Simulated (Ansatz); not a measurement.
Given this structure:

```xyz
4
Lattice="4.0668 0.0000 0.0000 0.0000 4.0668 0.0000 0.0000 0.0000 4.0668" Properties=species:S:1:pos:R:3 pbc="T T T"
Ti    0.0000    0.0000    0.0000
Al    2.0334    2.0334    0.0000
Al    2.0334    0.0000    2.0334
Al    0.0000    2.0334    2.0334
```

### Interpret the file: composition, symmetry and coordination.

Chemical formula TiAl₃. The symmetry is that of Pm-3m (No. 221), on a primitive cubic lattice. The arrangement is known as Cu₃Au (L1₂) type. Cell content: 1 Ti, 3 Al, that is 1 formula unit. Ti is surrounded by twelve Al in a cuboctahedral arrangement at 2.88 Å. Al is coordinated by eight Al and four Ti in a cuboctahedral arrangement (2.88 Å to Al, 2.88 Å to Ti). The bonds build a three-dimensional framework.

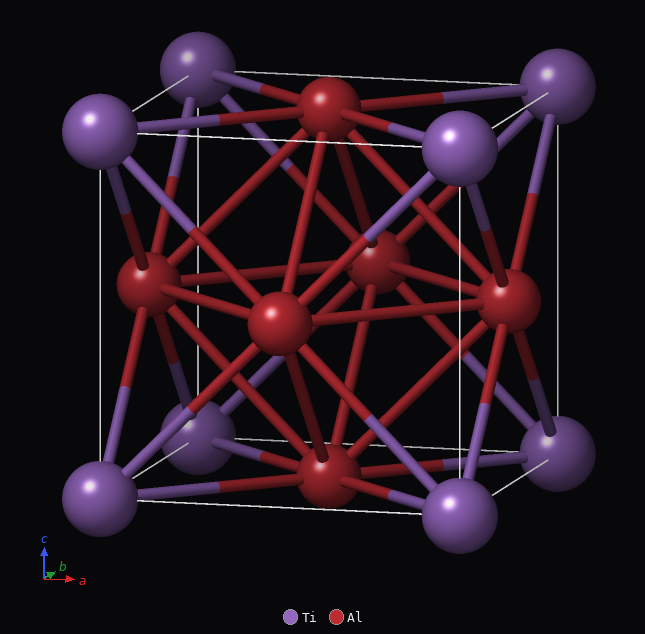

Ball-and-stick model, viewed slightly off an axis. One conventional unit cell is framed, with atoms on its boundary repeated. Colours: titanium purple, aluminium red.

The cell started as a structure listed in the Materials Project. The cell was then strained or its atoms displaced on purpose. It went into a calculation with Ansatz.

At this level of theory the run's own cell isn't at rest (stretched, at -8 GPa), so its distances can differ from those at equilibrium, the more so the softer the solid.
